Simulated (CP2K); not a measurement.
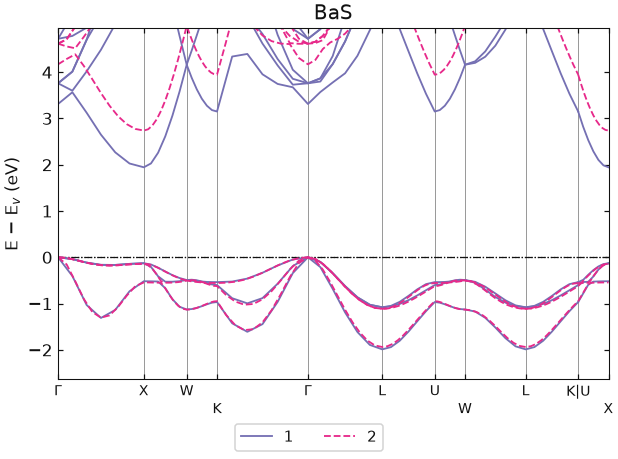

Band structures of rocksalt BaS, space group Fm-3m, 2 atoms in the primitive cell (cubic a = 6.387 Å), by two methods on the same cell. Each is counted from its own valence-band top.

> Which curve is which? The methods: r2SCAN, LDA.

1 is LDA; 2 is r2SCAN. LDA gives a gap of 1.94 eV along the path and r2SCAN gives a gap of 2.74 eV along the path.

Settings. LDA: GTH_POTENTIALS Ba GTH-PADE-q10, S GTH-PADE-q6; TZVP-MOLOPT-PBE-GTH basis, no spin polarisation, no spin-orbit coupling, 7×7×7 k mesh, Fermi-Dirac smearing of 0.1 eV (CP2K). r2SCAN: POTENTIAL_UZH Ba GTH-SCAN-q10, S GTH-SCAN-q6; TZVP-MOLOPT-SCAN-GTH basis, no spin polarisation, no spin-orbit coupling, 7×7×7 k mesh, Fermi-Dirac smearing of 0.05 eV (CP2K 2026.2).

The basis of atomic orbitals isn't converged, which shifts gaps and empty levels. Spin-orbit coupling is left out, which matters for Ba. LDA, GGA and most meta-GGA functionals understate gaps.
